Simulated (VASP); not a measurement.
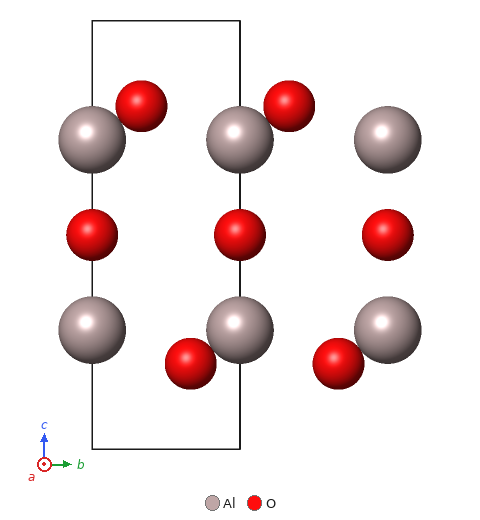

Projection along an edge of the hexagonal mesh, stacking direction c upwards. Every atom sits on one of the three columns of the mesh; call them A, B, C in the order in which they first turn up. The sequence starts with the first layer at or above the cell's origin.

The compound is Al2O3, taken as a cell listed in the Materials Project, as set up for an electronic-structure calculation.

**Read off the stacking sequence over one period.**

O(A) – Al(B) – O(B) – Al(B) – O(C) (five layers in 7.57 Å).

**How are the O layers alone stacked?**

O layers alone: ABC, the cubic close-packed type.

**Which positions between or in the O layers do the other atoms fill?**

Al: two tetrahedral sites (per hexagonal cell). One of the three gaps between O layers is empty, 3.02 Å wide.

Heights of the layers:

```tsv
layer	atoms (column)	height (Å)	to next (Å)
1	O(A)	1.51	0.59
2	Al(B)	2.11	1.68
3	O(B)	3.79	1.68
4	Al(B)	5.47	0.59
5	O(C)	6.06	3.02
```
